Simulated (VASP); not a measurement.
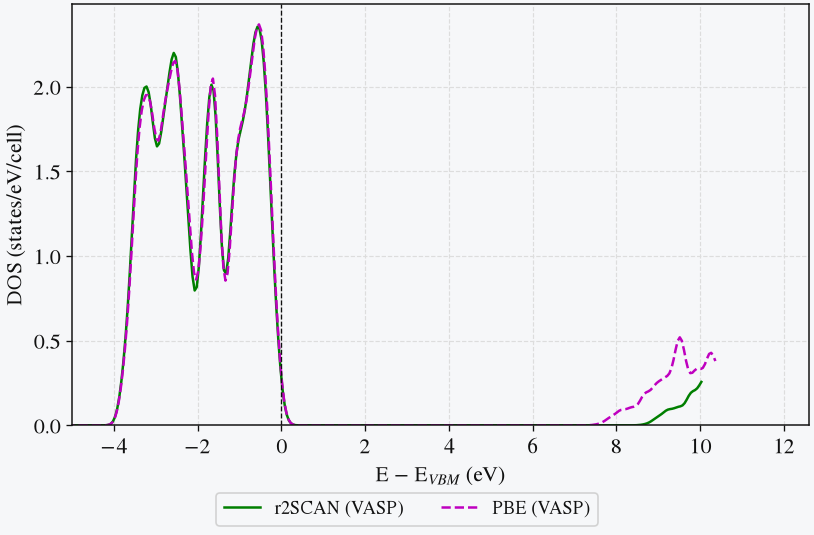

Total densities of states of LiF, space group P4/mmm (No. 123), 2 atoms in the cell, CsCl type, epitaxial (xy) strain +1.5%, by two methods on the same cell. The curves are built from the levels of the k mesh with Gaussians 0.3 eV wide, which also blur the band edges. Each is counted from its own valence-band top.

### How do the methods compare?

r2SCAN (VASP) gives a gap of 8.74 eV and PBE (VASP) gives a gap of 7.61 eV.

Settings. r2SCAN (VASP): DFT, r2SCAN, plane waves, PAW, 10×10×10 k mesh, 520 eV cutoff, Gaussian smearing of 0.01 eV (VASP 6.6.1). PBE (VASP): DFT, PBE, plane waves, PAW, 10×10×10 k mesh, 520 eV cutoff, Fermi-Dirac smearing of 0.02 eV (VASP).
